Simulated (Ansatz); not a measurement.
## Ga23N24 (charge −1): geometry relaxation (part 4 of 5)

Ga23N24 (defect cell, 47 atoms in the cell, total charge −1); DFT PBE, scalar-relativistic, plane waves, PAW, spin-polarised (Ansatz 0.2.0); cutoff 420 eV, 2×2×2 k-mesh, Gaussian smearing of 0.01 eV, collinear spins. The structure derives from an entry of the Crystallography Open Database.

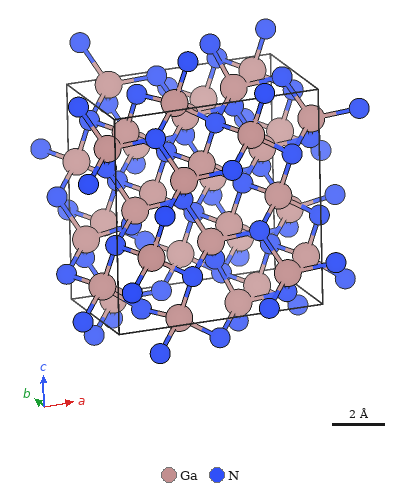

Fig. 1: The geometry at step 2 of the log (ball-and-stick view of the cell of the calculation, seen slightly off an axis; bonded neighbours outside the cell are drawn too).

Log, continued
```
  k-point 3 ↓: bands = ["-6.7602", "-6.4558", "-6.4347", "-6.3837", "-6.2765", "-6.2597", "-6.2258", "-6.1688", "-6.1646", "-6.1592", "-6.1498", "-6.1386", "-6.1233", "-6.1132", "-6.1096", "-6.0915", "-6.0855", "-6.0755", "-6.0330", "-6.0271", "-5.7453", "-5.7177", "-5.7161", "-5.6765", "-4.7486", "-4.7376", "-4.7332", "-4.7318", "-4.7232", "-4.7209", "-4.7160", "-4.7087", "-4.7046", "-4.6997", "-4.6948", "-4.6897", "-4.6862", "-4.6808", "-4.6775", "-4.6731",
      "-4.6676", "-4.6648", "-4.6612", "-4.6569", "-4.6545", "-4.6470", "-4.6453", "-4.6369", "-4.6320", "-4.6270", "-4.6174", "-4.6157", "-4.6077", "-4.6021", "-4.5984", "-4.5959", "-4.5891", "-4.5860", "-4.5828", "-4.5764", "-4.5722", "-4.5706", "-4.5663", "-4.5637", "-4.5588", "-4.5536", "-4.5498", "-4.5495", "-4.5436", "-4.5411", "-4.5355", "-4.5324", "-4.5287", "-4.5246", "-4.5211", "-4.5172", "-4.5107", "-4.5080", "-4.5044", "-4.5024",
      "-4.4976", "-4.4949", "-4.4910", "-4.4871", "-4.4831", "-4.4773", "-4.4710", "-4.4683", "-4.4613", "-4.4581", "-4.4502", "-4.4458", "-4.4435", "-4.4377", "-4.4362", "-4.4263", "-4.4215", "-4.4209", "-4.4137", "-4.4087", "-4.4060", "-4.4023", "-4.3954", "-4.3917", "-4.3880", "-4.3824", "-4.3782", "-4.3758", "-4.3729", "-4.3702", "-4.3568", "-4.3526", "-4.3497", "-4.3375", "-4.3313", "-4.3264", "-4.2926", "-4.2612", "-4.2025", "-3.9507",
      "-3.7567", "-3.6560", "-3.4500", "-3.4010", "-3.3035", "-3.2692", "-3.2036", "-3.1569", "-3.1265", "-3.0844", "-3.0354", "-2.8803", "-2.8059", "-2.6913", "-2.6293", "-2.5336", "-2.4983", "-2.4133", "-2.3284", "2.3464", "2.4325", "2.6440", "2.7354", "2.7789", "2.7999", "2.8230", "2.8340", "2.9116", "3.0856", "3.1862", "3.2546", "3.2912", "3.4528", "3.5048", "3.6176", "3.9302", "4.0897", "4.2700", "4.4991", "4.6914",
      "4.7777", "4.9282", "5.0208", "5.1019", "5.1861", "5.4153", "5.4495", "5.5451", "5.5816", "5.6950", "5.8081", "5.8753", "6.0165", "6.0537", "6.1667", "6.1982", "6.3016", "6.4007", "6.4932", "6.5566", "6.6641", "6.7238", "6.7950", "6.8756", "6.9131", "6.9730", "7.0082", "7.0530", "7.1092", "7.2282", "7.2505", "7.2812", "7.3293", "7.3583", "7.4057", "7.4364", "7.5215", "7.5782", "7.6599", "7.7176",
      "7.8186", "7.8937", "7.9597", "8.0280", "8.0545", "8.3817", "8.4242", "8.5521", "9.1669", "9.2989", "9.3892", "12.0152", "13.0683", "13.2025", "13.3620", "13.5014", "13.5307", "13.8388", "13.9059", "13.9169", "14.0089", "14.0769", "14.1861", "14.2599", "14.4196", "14.5189", "14.6493", "14.6824", "14.7744", "14.7984", "14.9031", "14.9161", "14.9991", "15.1999", "15.3423", "15.3871", "15.5105", "15.7645", "16.0438", "16.1322",
      "16.2608", "16.3797", "16.4706", "16.5217", "16.5800", "16.6221", "16.6873", "16.7195", "16.7868", "16.8111", "16.8857", "16.9465", "16.9776", "17.0421", "17.1110", "17.2553", "17.3472", "17.5729"]
--- Relaxed structure (4 steps of the walk, 4 accepted, 0 SCFs on fresh bases) ---
  F+E_penalty+E_count = -96230.86122446 eV   max|allowed force component| = 1.269e-2 eV/Å
  atoms:
    - { symbol: Ga, position: [0.001840695820430449, 0.16826319555415908, 0.8357684635711842] }
    - { symbol: Ga, position: [0.6639848904255043, 0.33420872406626045, 0.0007194661995722496] }
    - { symbol: Ga, position: [0.16679632149145968, 0.8304434243157564, 0.0016862706210205025] }
    - { symbol: Ga, position: [0.16779555675570446, 0.33319162423093723, 0.4979378935782788] }
    - { symbol: Ga, position: [0.8329365922159229, 0.0010383321911968113, 0.16800828834972642] }
    - { symbol: Ga, position: [0.5000587581534325, 0.6652483303851858, 0.8355116245826195] }
    - { symbol: Ga, position: [0.8346630032604869, 0.5005398641867832, 0.6668935127758082] }
    - { symbol: Ga, position: [0.49885339731278466, 0.1680375890892815, 0.3339387978156284] }
    - { symbol: Ga, position: [0.3341265792807052, -0.0006274951978776366, 0.6685213532637142] }
    - { symbol: Ga, position: [0.0016288991246909412, 0.6664843264957923, 0.33273055516716143] }
    - { symbol: Ga, position: [0.6666059652192228, 0.8330080344998975, 0.5004910325824804] }
    - { symbol: Ga, position: [0.6652103462860011, 0.49965075868961817, 0.332912895352536] }
    - { symbol: Ga, position: [0.3332238279929542, 0.16757478130730877, 0.0026414311235020693] }
    - { symbol: Ga, position: [0.0011616734959505048, 0.33514768961654884, 0.1671141753834666] }
    - { symbol: Ga, position: [0.4989824194276647, 0.8315750387621998, 0.1671468617589838] }
    - { symbol: Ga, position: [0.4999063702619429, 0.3333289400624001, 0.6676434430511617] }
    - { symbol: Ga, position: [0.166946033251678, 0.0001706921295147601, 0.33377348245652994] }
    - { symbol: Ga, position: [0.8337542541867601, 0.6662927946545123, 0.0008353161647688401] }
    - { symbol: Ga, position: [0.168786636703044, 0.4996301194728573, 0.8351283227336692] }
    - { symbol: Ga, position: [0.8330233925697987, 0.16711288838542476, 0.5012242687320795] }
    - { symbol: Ga, position: [0.6673118771300895, -0.0005616841581848053, 0.8346084837096813] }
    - { symbol: Ga, position: [0.3332769977587876, 0.6654179024685971, 0.49909269060739225] }
    - { symbol: Ga, position: [0.0007212456871092954, 0.8337407955609923, 0.6669336475952119] }
    - { symbol: N, position: [0.5412812657681743, 0.707677853831729, 0.37515956451510085] }
    - { symbol: N, position: [0.19549382174969943, 0.3618694972561336, 0.029427973751172343] }
    - { symbol: N, position: [0.8745475900346109, 0.5426227158071264, 0.20877768382254658] }
    - { symbol: N, position: [0.3748891092856448, 0.040931956767892214, 0.21008685343039746] }
    - { symbol: N, position: [0.37622690633624756, 0.5412745799919524, 0.7084127937873675] }
    - { symbol: N, position: [0.04034359508205412, 0.20716872156859883, 0.37497148084502185] }
    - { symbol: N, position: [0.7090002783055471, 0.8743860130808406, 0.04250679495926296] }
    - { symbol: N, position: [0.04075235338201977, 0.7074863604843887, 0.8742577317239517] }
    - { symbol: N, position: [0.7080268197310933, 0.37502488198869444, 0.5429526117276593] }
    - { symbol: N, position: [0.5410573134844878, 0.20675441084784396, 0.8746534759763556] }
    - { symbol: N, position: [0.20861543495262874, 0.8754304497928213, 0.5418774038552583] }
    - { symbol: N, position: [0.8752337020103522, 0.04165361911746612, 0.709138496510122] }
    - { symbol: N, position: [0.560285243474878, 0.3626532480026113, 0.21227294733061336] }
    - { symbol: N, position: [0.20787145314946803, 0.03941770832067454, 0.8747593331728576] }
    - { symbol: N, position: [0.8729826179791151, 0.2072823807504701, 0.04177269051800442] }
    - { symbol: N, position: [0.37832093696950897, 0.7266300348469611, 0.030143588396469523] }
    - { symbol: N, position: [0.3745325732523821, 0.2070798473383997, 0.5426867777678719] }
    - { symbol: N, position: [0.040669454964464336, 0.8752302212179557, 0.20841210247591865] }
    - { symbol: N, position: [0.708802537171356, 0.5409325463694106, 0.8745873794013297] }
    - { symbol: N, position: [0.040901881783981076, 0.3742835952578137, 0.7069384523534756] }
    - { symbol: N, position: [0.7081002153237208, 0.039869231253075565, 0.37662782368127584] }
    - { symbol: N, position: [0.5427312325071811, 0.8744978083368466, 0.7073535386113909] }
    - { symbol: N, position: [0.19624984307603313, 0.5447535227516204, 0.39415678080603933] }
    - { symbol: N, position: [0.8734872571132275, 0.709147745849513, 0.5419973768043609] }
--- Löwdin populations: 47 sites ---
  site symbol       q [e]    m [muB]
     0     Ga     12.2469    -0.0005
     1     Ga     12.2448    -0.0126
     2     Ga     12.2449    -0.0126
     3     Ga     12.2448    -0.0126
     4     Ga     12.2502    -0.0028
     5     Ga     12.2450    -0.0109
     6     Ga     12.2502    -0.0028
     7     Ga     12.2449    -0.0109
     8     Ga     12.2502    -0.0028
     9     Ga     12.2449    -0.0110
    10     Ga     12.2549     0.0001
    11     Ga     12.2460    -0.0113
    12     Ga     12.2429    -0.0102
    13     Ga     12.2429    -0.0102
    14     Ga     12.2460    -0.0113
    15     Ga     12.2484    -0.0010
    16     Ga     12.2485    -0.0010
    17     Ga     12.2484    -0.0010
    18     Ga     12.2429    -0.0102
    19     Ga     12.2488    -0.0017
    20     Ga     12.2488    -0.0017
    21     Ga     12.2460    -0.0113
    22     Ga     12.2488    -0.0017
    23      N      5.7311     0.0289
    24      N      5.6791     0.3570
    25      N      5.7395     0.0121
    26      N      5.7395     0.0121
    27      N      5.7395     0.0121
    28      N      5.7392     0.0048
    29      N      5.7391     0.0135
    30      N      5.7393     0.0048
    31      N      5.7391     0.0135
    32      N      5.7393     0.0048
    33      N      5.7391     0.0135
    34      N      5.7391     0.0033
    35      N      5.6497     0.4427
    36      N      5.7343     0.0719
    37      N      5.7343     0.0718
    38      N      5.6495     0.4431
    39      N      5.7406     0.0056
    40      N      5.7406     0.0056
    41      N      5.7406     0.0056
    42      N      5.7342     0.0719
    43      N      5.7375     0.0341
    44      N      5.7375     0.0341
    45      N      5.6492     0.4441
    46      N      5.7375     0.0342
  spilling = 0.002217 (of n_electrons = 420.000000)
```

Trajectory as extended XYZ (Å, eV, eV/Å), 4 frames, from step=1 to step=4
```
47
Lattice="3.2184 -5.5745 -5.2430 -6.4369 0.0000 -5.2430 3.2184 5.5745 -5.2430" Properties=species:S:1:pos:R:3:forces:R:3 step=1 energy=-96230.76375
Ga    1.6117    4.6479   -5.2580    0.0058   0.0105  -0.3748
Ga   -0.0152   -3.7199   -5.2331    0.1562   0.5656  -0.2970
Ga   -4.8210   -0.9081   -5.2333    0.3443  -0.3302  -0.2096
Ga    0.0166    1.8477   -5.2334   -0.4763  -0.1187  -0.1817
Ga    3.2156   -3.7070   -5.2515   -0.1220  -0.0209  -0.0801
Ga    0.0187    1.8514  -10.4829   -0.0535   0.4899  -0.1666
Ga    1.6090   -0.9344  -10.4945    0.0735  -0.1033  -0.0473
Ga    1.6120   -0.9083   -5.2393   -0.3504  -0.2701  -0.1759
Ga    3.2296    1.8617   -5.2513    0.0404   0.1268  -0.0594
Ga   -3.2315    1.8514   -5.2401    0.3214  -0.1397  -0.0881
Ga   -1.6065   -0.9262  -10.4914   -0.0015  -0.0158  -0.0100
Ga   -0.0048   -1.8489   -7.8703   -0.0086  -0.0474   0.2367
Ga    0.0264   -1.8625   -2.6380   -0.4050   0.3328  -0.0246
Ga   -1.6128    0.9550   -2.6384   -0.0171  -0.4208  -0.0304
Ga   -3.2060   -1.8526   -7.8703   -0.0381   0.0408   0.5839
Ga    1.6129    0.9312   -7.8675   -0.0548   0.0234   0.0304
Ga    1.6117    0.9325   -2.6245   -0.0434  -0.0663   0.0322
Ga   -1.6076   -4.6434   -7.8676    0.0933   0.0290   0.0205
Ga   -0.0153    3.7009   -7.8813    0.7446   0.4064  -0.1062
Ga    3.2192   -1.8477   -7.8726   -0.0655  -0.0618   0.0533
Ga    4.8386    0.9298   -7.8726   -0.0066   0.0578   0.0534
Ga   -1.6087    0.9215   -7.8706    0.0290   0.0149   0.5611
Ga   -3.2217    3.7127   -7.8726    0.0640  -0.0199   0.0641
N    -1.6064   -0.9267   -8.5156   -0.0037   0.0175  -0.2128
N    -1.5836   -0.9087   -3.0671   -0.4219  -0.3528   0.1235
N    -0.0082   -3.7111   -8.5216   -0.1265   0.0396  -0.0471
N     1.6198   -0.9187   -3.2779    0.1277   0.0414  -0.0556
N     0.0057    1.8494   -8.5215    0.0193  -0.0997  -0.0140
N     0.0058    1.8664   -3.2670    0.1330   0.1575   0.0674
N    -3.2116   -3.7152   -8.5242    0.0068  -0.0714  -0.0528
N    -1.6134    4.6477   -8.5098   -0.1363   0.0317   0.0791
N     1.6116   -0.9223   -8.5241    0.0759   0.0763  -0.1117
N     3.2247    1.8549   -8.5098    0.0396  -0.1176   0.0431
N    -3.2193    1.8579   -8.5240   -0.0624   0.0226  -0.0716
N     4.8305   -0.9263   -8.5224    0.0053   0.0081   0.0412
N     0.1637   -1.9364   -5.9746    0.0729  -0.2798   0.3865
N     3.2250    3.7180   -5.8894    0.0344  -0.0716   0.1634
N     1.6106   -4.6392   -5.8900    0.0235   0.0518   0.1945
N    -3.3523   -1.9348   -5.9375   -0.1734  -0.0988  -0.1976
N     1.6202    0.9370   -5.8949    0.1073   0.0535  -0.0169
N    -4.8342    0.9360   -5.8950   -0.0981   0.0782  -0.0140
N     1.6129    0.9217  -11.1383   -0.0269  -0.1034  -0.0062
N    -0.0001    3.7156   -5.8896   -0.0411   0.0100   0.1247
N     3.2278   -1.8502   -5.8972    0.1824   0.0534   0.0143
N    -1.6051    0.9234  -11.1403   -0.0369  -0.1524  -0.0018
N    -1.6158    1.1067   -5.9415    0.1948   0.0906  -0.2151
N    -0.0052   -1.8525  -11.1401   -0.1253   0.1322  -0.0040
47
Lattice="3.2184 -5.5745 -5.2430 -6.4369 0.0000 -5.2430 3.2184 5.5745 -5.2430" Properties=species:S:1:pos:R:3:forces:R:3 step=2 energy=-96230.84171
Ga    1.6132    4.6487   -5.2768    0.0009   0.0017  -0.0974
Ga   -0.0165   -3.7059   -5.2340    0.0627   0.2479  -0.1095
Ga   -4.8058   -0.9145   -5.2361    0.1219  -0.1204  -0.0587
Ga    0.0053    1.8403   -5.2336   -0.1838  -0.0450  -0.0661
Ga    3.2125   -3.7040   -5.2545   -0.0230  -0.0231  -0.0118
Ga    0.0180    1.8658  -10.4882   -0.0134   0.1696  -0.0394
Ga    1.6096   -0.9390  -10.4973    0.0217  -0.0104  -0.0038
Ga    1.6010   -0.9155   -5.2436   -0.1173  -0.0925  -0.0542
Ga    3.2340    1.8643   -5.2533   -0.0083   0.0323  -0.0145
Ga   -3.2175    1.8444   -5.2448    0.0834  -0.0259  -0.0076
Ga   -1.6049   -0.9260  -10.4903    0.0042  -0.0068   0.0270
Ga   -0.0050   -1.8491   -7.8522    0.0034  -0.0286   0.0123
Ga    0.0117   -1.8490   -2.6400   -0.1845   0.1333  -0.0324
Ga   -1.6162    0.9371   -2.6409   -0.0012  -0.1826  -0.0206
Ga   -3.2036   -1.8506   -7.8584   -0.0353   0.0120   0.2354
Ga    1.6105    0.9344   -7.8649   -0.0047   0.0182  -0.0236
Ga    1.6095    0.9284   -2.6222   -0.0102  -0.0100  -0.0195
Ga   -1.6022   -4.6418   -7.8656    0.0196  -0.0043  -0.0259
Ga   -0.0026    3.7057   -7.8826    0.4013   0.2213  -0.0782
Ga    3.2176   -1.8460   -7.8728   -0.0092  -0.0289  -0.0032
Ga    4.8396    0.9318   -7.8739   -0.0187   0.0218  -0.0018
Ga   -1.6073    0.9194   -7.8578    0.0224   0.0267   0.2249
Ga   -3.2214    3.7115   -7.8734    0.0264   0.0103   0.0012
N    -1.6038   -0.9269   -8.5164   -0.0124   0.0068  -0.0929
N    -1.5984   -0.9187   -3.0831   -0.2103  -0.1751   0.1367
N    -0.0061   -3.7085   -8.5235   -0.0596   0.0157   0.0019
N     1.6216   -0.9215   -3.2801    0.0453   0.0429   0.0028
N     0.0038    1.8499   -8.5234    0.0060  -0.0530   0.0028
N     0.0037    1.8666   -3.2628    0.0620   0.0584   0.0219
N    -3.2081   -3.7142   -8.5252   -0.0124  -0.0293  -0.0100
N    -1.6114    4.6475   -8.5075   -0.0735   0.0120   0.0290
N     1.6097   -0.9192   -8.5259    0.0383   0.0084  -0.0103
N     3.2240    1.8599   -8.5067    0.0241  -0.0858   0.0228
N    -3.2200    1.8546   -8.5244   -0.0173   0.0268  -0.0183
N     4.8307   -0.9254   -8.5327   -0.0011  -0.0021   0.0793
N     0.1461   -1.9328   -5.9546    0.0672  -0.1555   0.1629
N     3.2333    3.7190   -5.8877   -0.0037  -0.0307   0.0698
N     1.6065   -4.6328   -5.8877    0.0299   0.0087   0.0755
N    -3.3465   -1.9318   -5.9413   -0.1107  -0.0602  -0.1171
N     1.6210    0.9377   -5.8912    0.0390   0.0187  -0.0355
N    -4.8335    0.9368   -5.8918   -0.0373   0.0211  -0.0358
N     1.6124    0.9217  -11.1350   -0.0009  -0.0432  -0.0340
N    -0.0013    3.7096   -5.8885   -0.0272   0.0187   0.0671
N     3.2308   -1.8455   -5.8971    0.0631   0.0085  -0.0078
N    -1.6024    0.9206  -11.1413   -0.0230  -0.0546  -0.0042
N    -1.6090    1.0932   -5.9424    0.0922   0.0715  -0.1273
N    -0.0084   -1.8531  -11.1410   -0.0363   0.0546  -0.0122
47
Lattice="3.2184 -5.5745 -5.2430 -6.4369 0.0000 -5.2430 3.2184 5.5745 -5.2430" Properties=species:S:1:pos:R:3:forces:R:3 step=3 energy=-96230.86064
Ga    1.6129    4.6483   -5.2746    0.0014  -0.0021   0.0112
Ga   -0.0114   -3.6986   -5.2380   -0.0030  -0.0081   0.0112
Ga   -4.8030   -0.9204   -5.2377   -0.0125   0.0047   0.0055
Ga   -0.0017    1.8404   -5.2370    0.0080   0.0008  -0.0017
Ga    3.2155   -3.7070   -5.2550   -0.0045   0.0023   0.0046
Ga    0.0159    1.8699  -10.4906   -0.0018  -0.0140  -0.0037
Ga    1.6103   -0.9345  -10.4967   -0.0019  -0.0057   0.0029
Ga    1.5994   -0.9193   -5.2482    0.0124   0.0065  -0.0027
Ga    3.2307    1.8638   -5.2546    0.0054   0.0025  -0.0013
Ga   -3.2143    1.8461   -5.2471   -0.0074   0.0117  -0.0081
Ga   -1.6054   -0.9259  -10.4846   -0.0007   0.0012  -0.0249
Ga   -0.0047   -1.8523   -7.8506    0.0140   0.0035  -0.0157
Ga    0.0042   -1.8434   -2.6402   -0.0260   0.0034   0.0124
Ga   -1.6156    0.9271   -2.6401    0.0047  -0.0257   0.0163
Ga   -3.2088   -1.8495   -7.8530   -0.0062  -0.0138  -0.0101
Ga    1.6110    0.9347   -7.8705    0.0100   0.0037   0.0002
Ga    1.6116    0.9299   -2.6274    0.0005   0.0072   0.0002
Ga   -1.6025   -4.6421   -7.8702   -0.0105  -0.0083  -0.0012
Ga    0.0119    3.7132   -7.8810    0.0251   0.0150   0.0044
Ga    3.2187   -1.8502   -7.8715    0.0091   0.0141  -0.0031
Ga    4.8371    0.9327   -7.8719    0.0035  -0.0119  -0.0003
Ga   -1.6043    0.9241   -7.8526   -0.0060   0.0143  -0.0061
Ga   -3.2171    3.7144   -7.8711   -0.0164   0.0006  -0.0051
N    -1.6057   -0.9256   -8.5147    0.0019  -0.0045   0.0174
N    -1.6067   -0.9263   -3.0661    0.0078   0.0028  -0.0344
N    -0.0062   -3.7106   -8.5252    0.0004   0.0047   0.0050
N     1.6198   -0.9180   -3.2833    0.0012  -0.0078   0.0090
N     0.0063    1.8523   -8.5255   -0.0058  -0.0084   0.0045
N     0.0046    1.8655   -3.2639   -0.0143  -0.0073  -0.0014
N    -3.2103   -3.7159   -8.5263    0.0092   0.0131   0.0074
N    -1.6094    4.6471   -8.5069    0.0060  -0.0014  -0.0045
N     1.6123   -0.9208   -8.5251   -0.0125  -0.0004   0.0052
N     3.2251    1.8586   -8.5071    0.0007   0.0108  -0.0041
N    -3.2192    1.8590   -8.5260    0.0043  -0.0124   0.0093
N     4.8314   -0.9260   -8.5239   -0.0016  -0.0004  -0.0223
N     0.1541   -1.9414   -5.9503   -0.0176   0.0070  -0.0136
N     3.2309    3.7172   -5.8825    0.0109   0.0003  -0.0088
N     1.6103   -4.6342   -5.8825   -0.0030   0.0137  -0.0092
N    -3.3657   -1.9432   -5.9528    0.0141   0.0166  -0.0006
N     1.6190    0.9374   -5.8971   -0.0085  -0.0035   0.0186
N    -4.8315    0.9349   -5.8969    0.0060  -0.0042   0.0154
N     1.6137    0.9243  -11.1396    0.0042   0.0047   0.0142
N    -0.0033    3.7125   -5.8811   -0.0031  -0.0022  -0.0089
N     3.2358   -1.8475   -5.8966   -0.0099  -0.0053   0.0074
N    -1.6060    0.9168  -11.1398    0.0024   0.0079   0.0089
N    -1.6066    1.1067   -5.9519    0.0045  -0.0184  -0.0028
N    -0.0095   -1.8471  -11.1391    0.0055  -0.0068   0.0035
```
